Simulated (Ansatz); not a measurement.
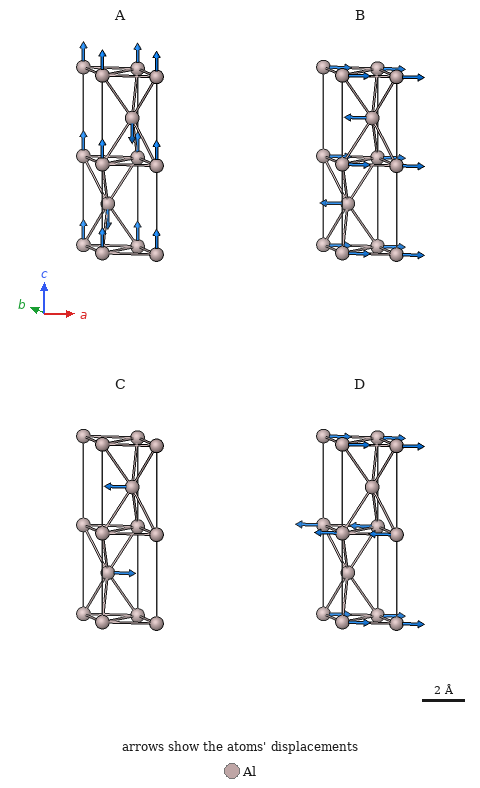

Four optical modes of a crystal of Al relaxed at 22 GPa at the zone centre, in no order (one member of each degenerate set). The blue arrows are the displacements of the atoms (eigenvector over the root of the mass), of arbitrary overall length and sign. A ball-and-stick model of the cell of the calculation, seen slightly off an axis.

Theory: DFT LDA, scalar-relativistic, plane waves, PAW (Ansatz 0.2.0). Settings: plane-wave cutoff 420 eV; k-point mesh 18 × 18 × 6; occupations fermi dirac; smearing width 0.15 eV; target pressure 22 GPa; no spin polarisation.

The frequencies depend somewhat on the k-mesh and the smearing.

> Rank the modes by frequency, softest first.

D (128 cm⁻¹), C (154 cm⁻¹), B (204 cm⁻¹), A (444 cm⁻¹). D, E₂u: The Al (2c) atoms stay at rest; all motion is along a; atoms of one kind move against one another, with no net shift of their sublattice. C, E₂g: The Al (2a) atoms stay at rest; all motion is along a; atoms of one kind move against one another, with no net shift of their sublattice. B, E₁u: The Al (2a) sublattice moves against the Al (2c) sublattice, along a. A, A₂u: The Al (2a) sublattice moves against the Al (2c) sublattice, along c. The crystal is metallic in this run.
